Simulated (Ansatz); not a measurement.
TiCo: geometry relaxation (part 1 of 3)

System: TiCo (R-3m, 2 atoms in the cell).
Method: DFT r2SCAN, scalar-relativistic, plane waves, PAW, spin-polarised (Ansatz 0.2.0).

The structure was built on a prototype by a generator; it need not be a known phase. Figures and captions count atoms from 1; the log counts them from 0 in places.

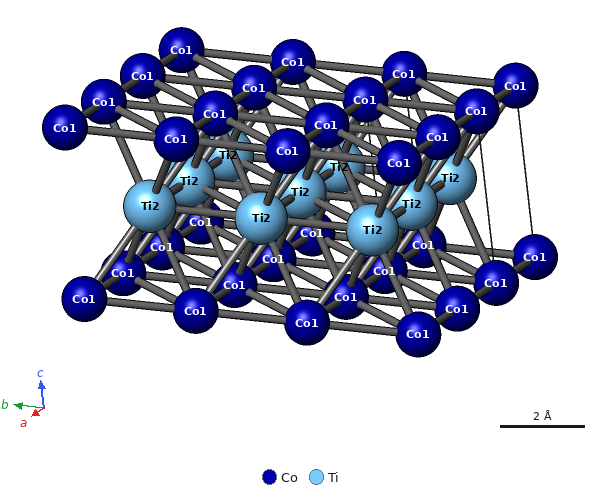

*The starting structure (ball-and-stick view of the reduced cell, repeated 3 × 3 × 1, seen slightly off an axis; atoms are numbered from 1 in the order of the input). An atom can appear more than once, as a periodic image.*

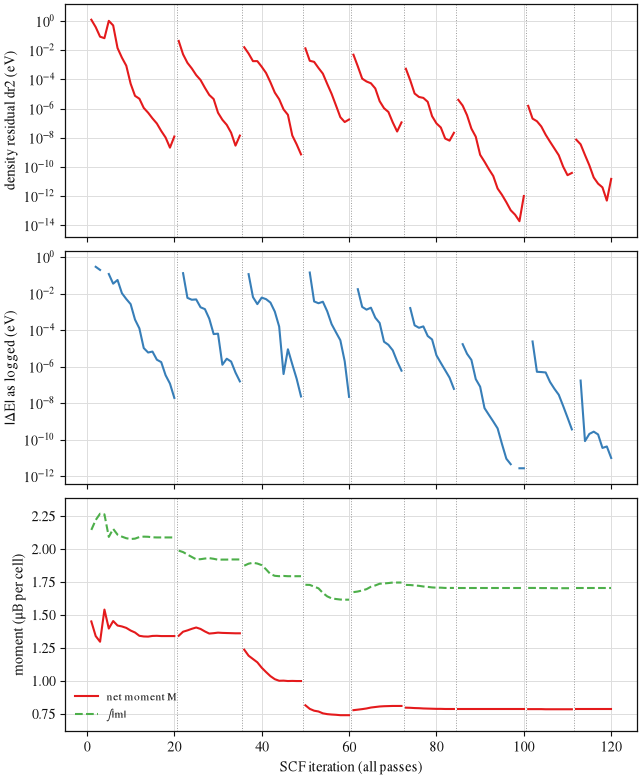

*Convergence of the self-consistent field: density residual dr2, size of the energy change and magnetic moment against the SCF iteration. The dotted lines part the SCF passes of the relaxation: geometry steps, rejected trials and re-solves on a re-selected basis.*

The 9 passes take 9 to 20 iterations each, 120 in all. The net moment goes from 1.4 to 0.8 μB per cell.

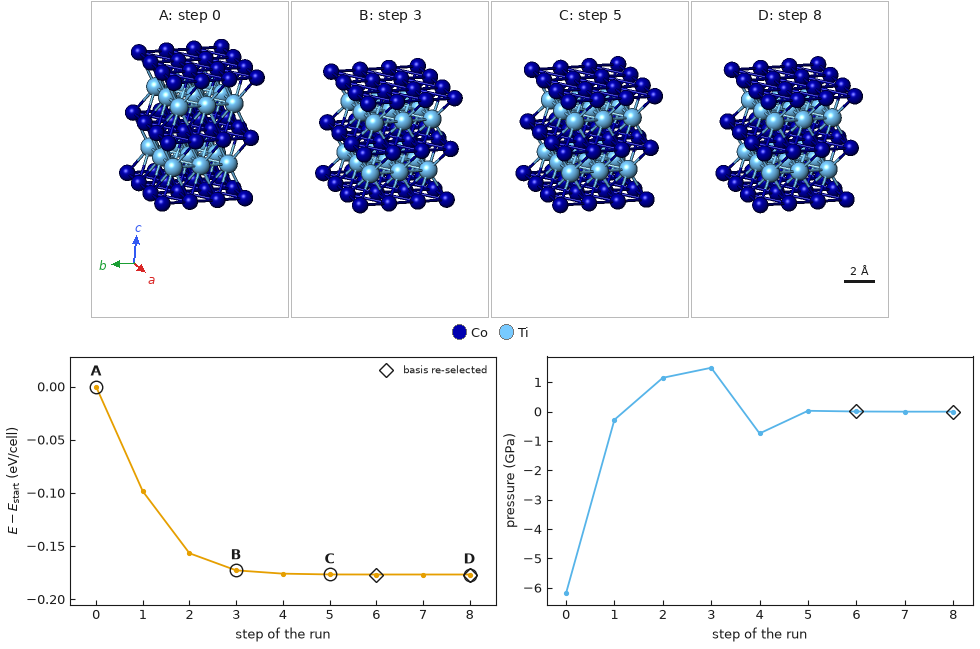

*Frames of the relaxation (ball-and-stick view of the reduced cell, repeated 3 × 3 × 2, seen slightly off an axis) above the curves, on which the letters mark them (the first geometry is step 0 here and step 1 in the log).*

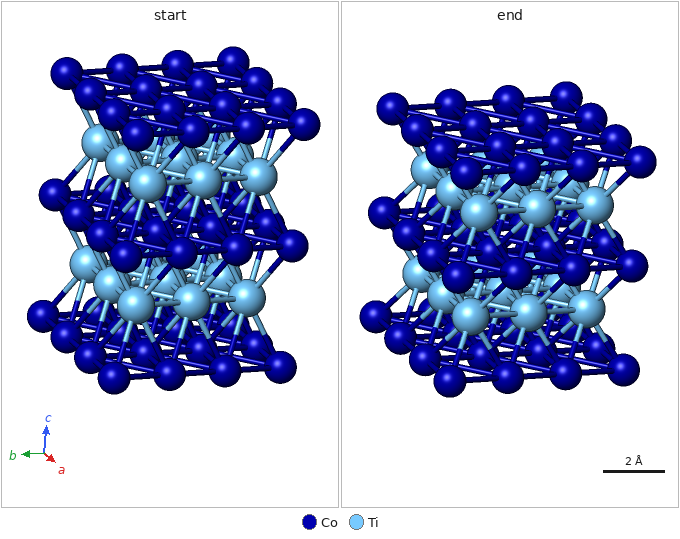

*Before (left) and after (right) the relaxation, at one scale (ball-and-stick view of the reduced cell, repeated 3 × 3 × 2, seen slightly off an axis).*

Over 6 geometry steps the energy falls by 0.177 eV per cell of the calculation. All forces vanish by symmetry, so only the cell relaxes. The pressure goes from −6.18 to 0.00 GPa. 1 further SCF at an unchanged geometry re-selected the plane-wave basis for the new cell. No atom moves by more than 0.005 Å relative to the cell. Cell: a = b 2.729 → 2.849 Å (+4.4 %), c 4.727 → 4.203 Å (−11.1 %), α 73.2° → 70.2°, β 73.2° → 70.2°. Volume −5.4 %. Among the contacts that change: Co1–Ti2 2.729 → 2.539 Å, Co1–Co1 2.729 → 2.849 Å, Ti2–Ti2 2.729 → 2.849 Å. The space group stays R-3m (No. 166). The energy change given includes the shifts at the re-selections in mid-walk, which come without any move. A last SCF at the same geometry on a re-selected plane-wave basis shifts the energy by next to nothing (0.0 meV per cell of the calculation). (Atoms are counted from 1 in the order of the input.)

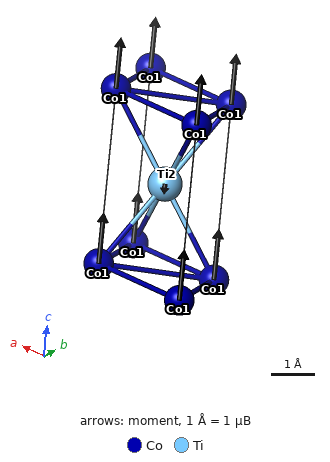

*Magnetic moments of the sites as black arrows (ball-and-stick view of the reduced cell, seen slightly off an axis; atoms are numbered from 1 in the order of the input); small moments hardly show. The run is collinear, so the axis drawn is arbitrary.*

Site moments: Co1 (1.24 μB); Ti2 (−0.25 μB). They are counted near the atoms and needn't add up to the moment of the cell.

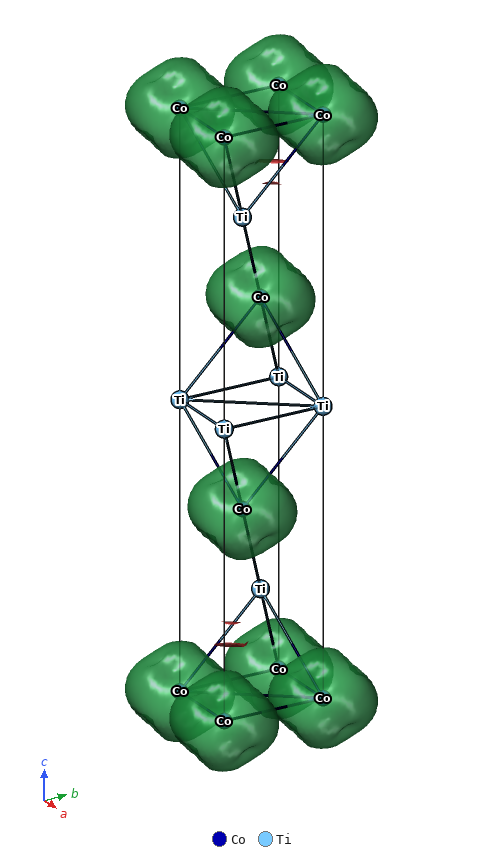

*Isosurfaces of the magnetisation density (up minus down) at +0.02 (green) and −0.02 e/Å³ (red), seen slightly off an axis. Sticks mark near contacts. The outline is the cell set on symmetry axes.*

The cell of the calculation (2 atoms) carries 0.8 μB net. In a PAW calculation such maps are meaningful between the atoms, not at the nuclei.

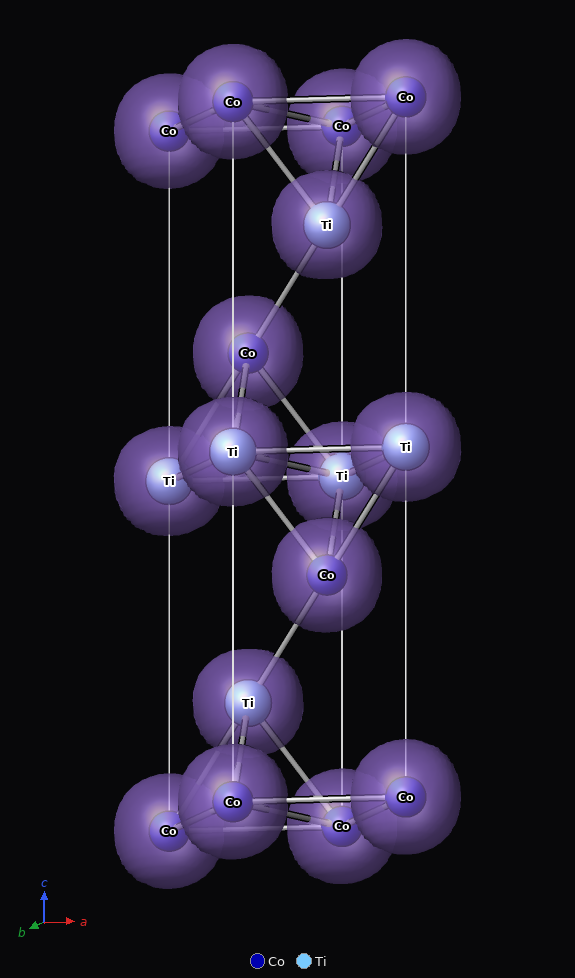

*Isosurface of the valence pseudo-density at 0.6 e/Å³ (purple), seen at an oblique angle. Sticks mark near contacts. The outline is the cell set on symmetry axes.*

At this value the density breaks into separate islands; it holds about 80 % of the electrons treated as valence (semicore included). It is pinched off along the Ti–Co (2.54 Å), Ti–Ti (2.85 Å) and Co–Co (2.85 Å) contacts. On the grid the lowest density along these lines, outside the cores, is 0.31 e/Å³ (Ti–Co, 2.54 Å), 0.22 e/Å³ (Ti–Ti, 2.85 Å) and 0.23 e/Å³ (Co–Co, 2.85 Å).

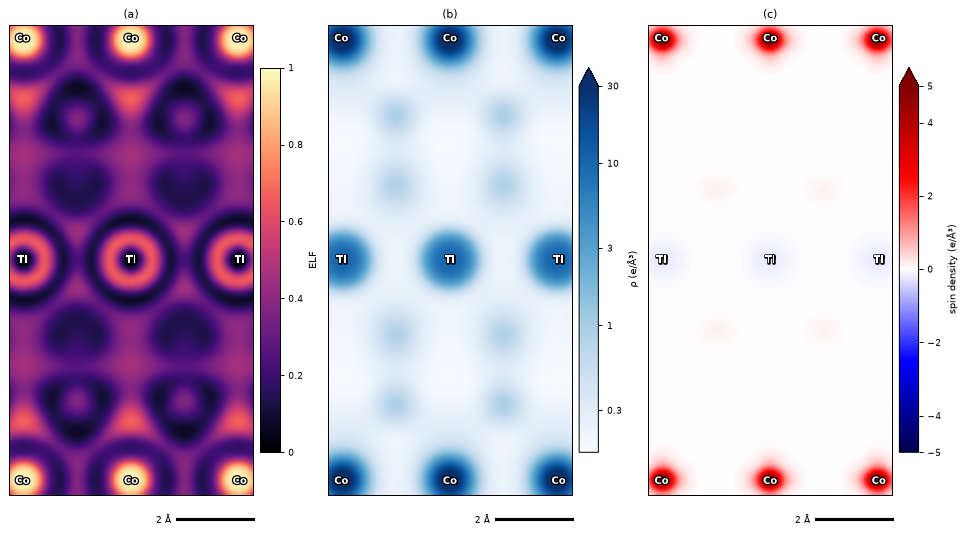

*(a) ELF; (b) valence charge density (pseudo); (c) spin density on the (010) plane of the conventional cell.*

Ti–Ti (2.85 Å): ρ at the midpoint is about 0.21 e/Å³; the ELF is about 0.25 at the midpoint; no localised pair between them. Co–Co (2.85 Å): the density is about 0.23 e/Å³ at the midpoint; the ELF is about 0.35 at the midpoint (nearly free electrons, as in a simple metal). Away from the nuclei the density in this plane falls to 0.17 e/Å³ at its lowest.The strong features right at Co and Ti lie inside the PAW spheres (semicore, d or f shells) and say nothing about bonding. The cell of the calculation (2 atoms) carries 0.8 μB net.

The input that produced these results follows, with the program's output.

## Input file
```yaml
crystal:
  lattice:
    - [1.9297252197, 1.9297252197, 3.8594504394]
    - [1.9297252197, 3.8594504394, 1.9297252197]
    - [3.8594504394, 1.9297252197, 1.9297252197]
  atoms:
    - { symbol: Co, position: [0.0, 0.0, 0.0], spin: 1.85 }
    - { symbol: Ti, position: [0.5, 0.5, 0.5], spin: -0.27 }
basis:
  ecutwfc: 500
kpoints:
  mp_grid: { grid: [18, 18, 18] }
hamiltonian:
  xc: r2scan
scf:
  occupations: { method: gaussian, width: 0.1 }
output:
  forces: true
  stress: true
  eigenvalues: true
  populations: true
  write_density: true
  write_potential: true
  elf: true
  volumetric_format: npy
magnetization:
  spin_polarized: true
relax:
  adjacent_minimum: "off"
  f_tol: 0.01
  max_steps: 80
  cell: { stress_tol: 0.05 }
```

Command:
```bash
ansatz run input.yaml --threads 1 --pin off --max-ram 2560MiB --backend cpu --events-out ev --progress --plain --runs-dir out
```

## The program's output
```
basis.fft_grid_basis auto: the FFT boxes are laid along the combinations [[1, -1, 0], [0, 1, 0], [0, -1, 1]] of the cell's own vectors, 2.729, 4.727 and 2.729 Å long. The dense box has 20×36×20 points. Along the cell's own vectors, as sized, it would have 36×36×36, 3.24 times as many. Of the 12 symmetry operations that the crystal satisfies within crystal.symmetry.tolerance (time reversal apart; of a slab, those that keep its plane) the dense box along the cell's own vectors carries 12, and the one as laid loses 8 of those. basis.fft_grid_basis: typed keeps the cell's own vectors: state it where this run's energies or levels are differenced outside the engine with another run's, or held beside a run that keeps those vectors. Those combinations have planes normal to reciprocal vector 3, as the cell's own vectors have. Each planar average written beside output.write_density, output.write_potential has a row for each plane of the box: 20. The volumetric files lie along those combinations, not along the cell's own vectors: a cube or XSF file states them, and fields.json those of NumPy files.
Engine: ansatz 0.2.0, x86_64-unknown-linux-gnu
Pseudopotentials: kind: paw
Pseudopotential: Co, paw, valence charge 17, recommended cutoff 500 eV (meta_gga), Co.paw.azcp
Pseudopotential: Ti, paw, valence charge 12, recommended cutoff 500 eV (meta_gga), Ti.paw.azcp
Functional definition: r2SCAN
  parameter k0 = 0.174
  parameter k1 = 0.065
  parameter a1 = 4.9479
  exchange = r2scan_x(k0 = k0, k1 = k1, a1 = a1)
  correlation = r2scan_c
Crystal: 2 atoms, lattice volume = 28.744 Å³
Basis set: ecut = 500 eV, 707 PW (Γ), FFT grids on a1−a2, a2, −a2+a3, exchange–correlation on 80×144×80 points (64 copies of the dense FFT grid, shifted against one another)
Bands: 20, of which v1, the nominal top of the filled ones, is band 15 counted from 1 (14 counted from 0)
Symmetry: 12 space group operations
Space group: R-3m (ITA 166), of the structure as read, at distance tolerance 3.1e-5 Å
Magnetic group: BNS 166.97 (UNI 1327), of the structure as read, at distance tolerance 3.1e-5 Å
k-points: 580 of 5832
Non-local potential: Co, projectors of the file, l = 0: 3, l = 1: 2, l = 2: 3, l = 3: 1
Non-local potential: Ti, projectors of the file, l = 0: 3, l = 1: 2, l = 2: 3, l = 3: 1
PAW form: soft (Blöchl's): semilocal exchange-correlation on the pseudo side does not see the compensation charge
PAW frozen core: Co, regenerated for the run's functional (the file was generated under x = pbe(κ = 0.804, μ = 0.2195149727645171), c = pbe(β = 0.06672455060314922))
PAW frozen core: Ti, regenerated for the run's functional (the file was generated under x = pbe(κ = 0.804, μ = 0.2195149727645171), c = pbe(β = 0.06672455060314922))
PAW one-centre angular grid: Co, 590 points (default); XC on 160 Gauss nodes
PAW one-centre angular grid: Ti, 590 points (default); XC on 160 Gauss nodes
Initial density: superposition of atomic densities (chi_scale 0.1, normalization cell)
Starting moments: Σ|m| = 2.12 μB on 2 of 2 sites
Initial wavefunctions: pseudopotential atomic-orbital guess
Functional: x = r2scan, c = r2scan; τ floored in thin density (d = 2e-4 eV/Å³)
```
